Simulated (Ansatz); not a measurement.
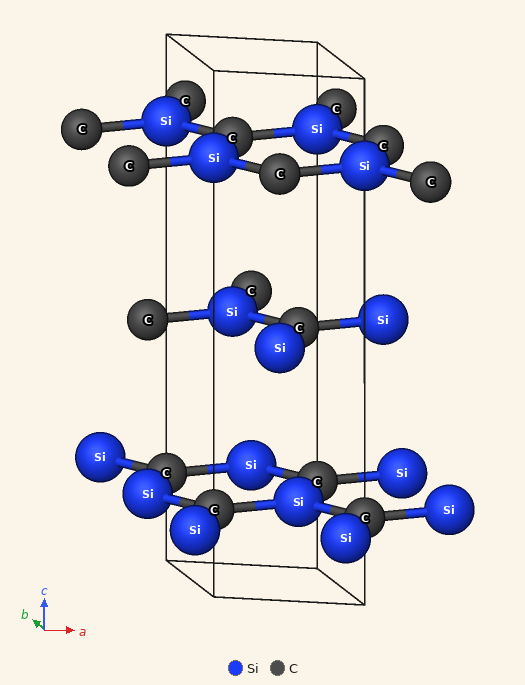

Shown here is a ball-and-stick view of the crystal, taken slightly off an axis. One conventional unit cell is framed, with atoms on its boundary repeated. Periodic images bonded to atoms of the box are shown as well. Cell: a = 3.10 Å, b = 3.10 Å, c = 10.91 Å, α = 90.00°, β = 90.00°, γ = 120.00°.

It derives from a structure type filled with these elements by a generator (whether the compound takes this form wasn't checked). Earlier steps of the study may have refined or changed the cell and positions. It was run through Ansatz as a DFT input.

Question: Notes on the structure:

Answer: Chemical formula SiC. Its lattice is rhombohedral (trigonal R), its space group R3m (No. 160). Cell content: 3 Si, 3 C, that is 3 formula units. Around each Si lie three C in a trigonal planar arrangement at about 1.8 Å. The neighbours of C are three Si in a trigonal planar arrangement at about 1.8 Å. The bonds build SiC layers parallel to (001).

The calculation used DFT PBE, scalar-relativistic, plane waves, PAW in Ansatz, with plane-wave cutoff 420 eV, k-points about 0.20 Å⁻¹ apart, Gaussian smearing of 0.02 eV, no spin polarisation.

Question: What does the calculation say: metal or gapped?

Answer: A semiconductor at this level, with a gap of 1.76 eV, indirect.

Question: What charge does Bader's analysis assign to each element?

Answer: Si +2.67 e; C -2.67 e.

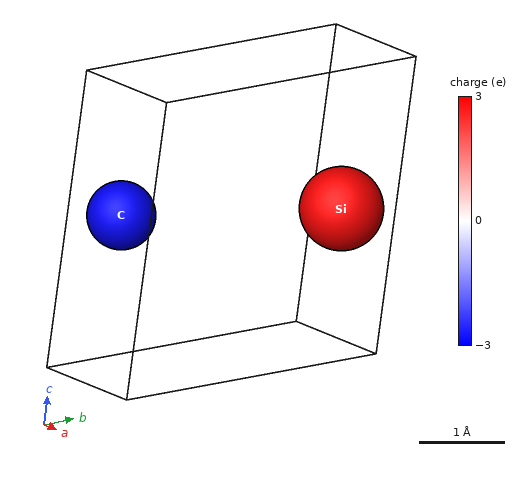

The atoms coloured by those charges. The run's cell of 2 atoms is drawn in a reduced setting, so axes and origin can differ from the first picture.

Question: Does this geometry sit at a stationary point of the energy?

Answer: Yes. All forces vanish to within 0.01 eV/Å. The pressure is 0.0 GPa, close to zero.
